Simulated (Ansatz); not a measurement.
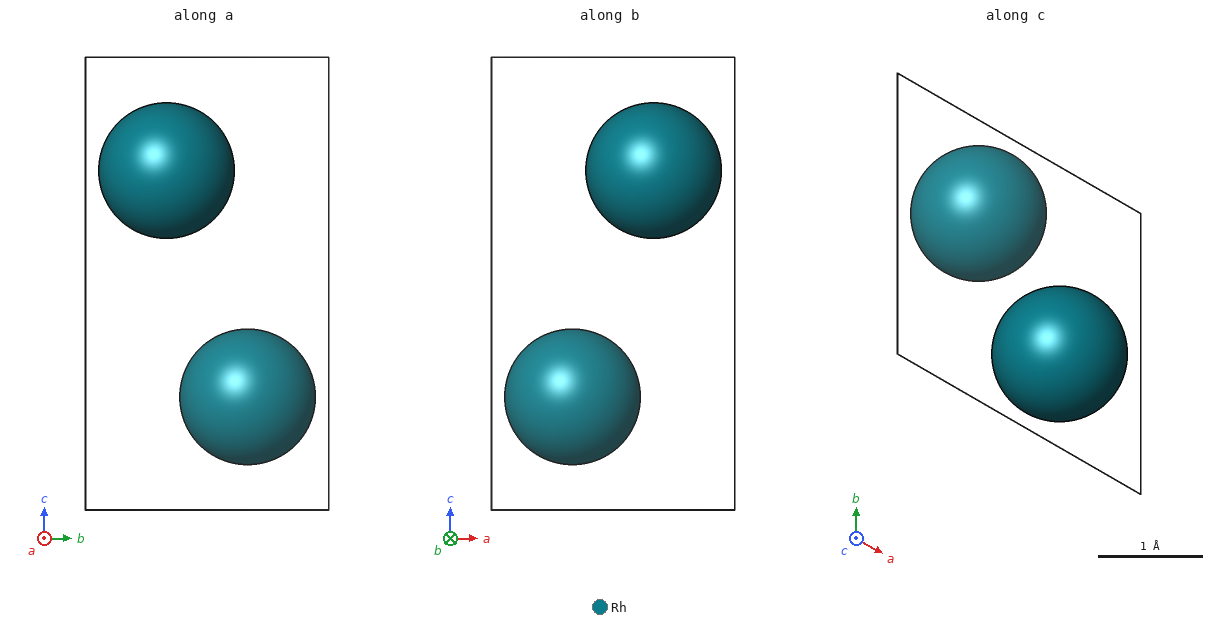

We look at a spheres-only model of the crystal along the a axis, along the b axis and along the c axis. The lines enclose the conventional unit cell; boundary atoms appear with their images.

Lattice parameters: a = 2.704 Å, b = 2.704 Å, c = 4.357 Å, α = 90.00°, β = 90.00°, γ = 120.00°.

Reconstruct the structure as a table of Wyckoff sites.

Answer. Space group P6_3/mmc (No. 194).
```
atom  site       x       y       z
  Rh    2c  0.3333  0.6667  0.2500
```

The initial geometry was a structure type filled with this element by a generator (whether the element takes this form wasn't checked). Atoms and cell were optimised with DFT, r2SCAN, plane waves (500 eV) with PAW, scalar-relativistic in Ansatz.
